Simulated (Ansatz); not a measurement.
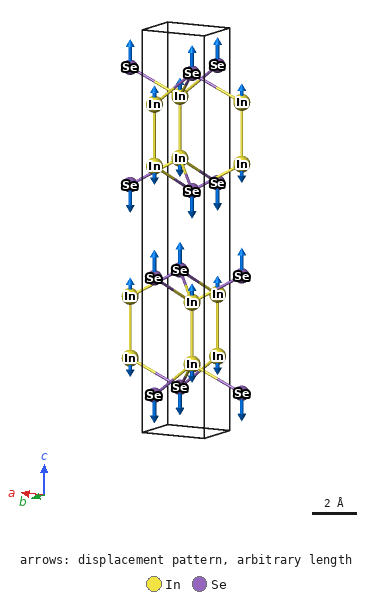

One vibrational mode of solid InSe at the zone centre. Displacements are drawn as blue arrows; their common scale and sign are arbitrary. Style: ball-and-stick. Shown: the cell of the calculation, from a free direction.

Method: DFT PBE, scalar-relativistic, plane waves, PAW in Ansatz. Settings: plane-wave cutoff 420 eV; k-point mesh 12 × 12 × 2; occupations gaussian; smearing width 0.05 eV; no spin polarisation.

Frequencies are those without the non-analytic (LO–TO) term.

> Describe the mode and give its frequency.

This is the A₁g mode at 3.01 THz, optical level 6 of 11, counted from below, Raman-active by symmetry. All motion is along c; atoms of one kind move against one another, with no net shift of any sublattice; of the bonds it mainly stretches In–In, all in phase; the kinetic energy is shared as Se 69 %, In 31 %.

Limits of the set-up: layers or molecules are held without a dispersion correction, so their spacing is unreliable.
